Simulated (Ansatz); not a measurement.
Given this structure, coordinates from a relaxation with DFT PBE, scalar-relativistic, plane waves, PAW (Ansatz 0.2.0); the starting structure was generated, so it need not be a known form of this composition, written in its standard cell:

Space group I4/mmm (No. 139). a = 2.734 Å, b = 2.734 Å, c = 8.584 Å, α = 90.00°, β = 90.00°, γ = 90.00°
| atom | site | symmetry | x | y | z |
| --- | --- | --- | --- | --- | --- |
| Ir | 4e | 4mm | 0.0000 | 0.0000 | 0.1438 |

> What does the kinematic electron diffraction pattern along [110] look like at 200 kV (B = 0.5 Å²)?

The spots form a rectangular net whose two shortest vectors correspond to d = 4.29 Å and 1.93 Å, 90.0° apart. They are 0 0 2 and 1 -1 0. The pattern has symmetry 2mm. The lattice centring (I) removes all reflections that break h + k + l = 2n.

Strongest reflections with d > 0.80 Å, one of each family (|F|² from tabulated Gaussian fits of the electron scattering factors, times a small damping for the curvature of the Ewald sphere):

```
   hkl  d (Å)  I (strongest = 100)
1 -1 0  1.934                  100
 0 0 4  2.146                   95
1 -1 4  1.436                   44
 0 0 6  1.431                   23
2 -2 0  0.967                   20
 0 0 2  4.292                   15
```

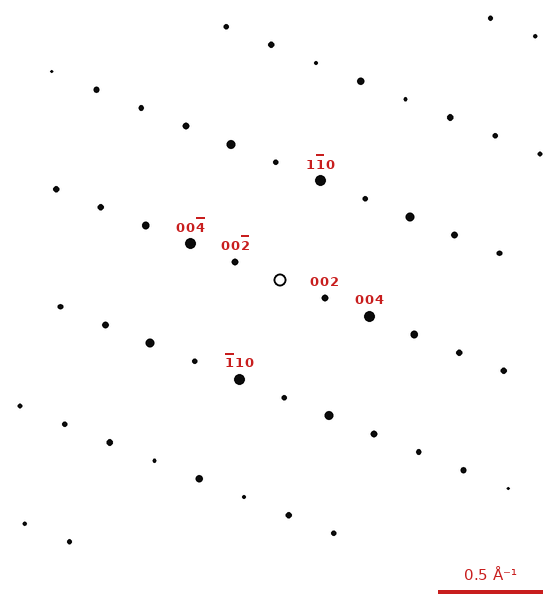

Calculated pattern, seen from the source side with [110] pointing towards the source.
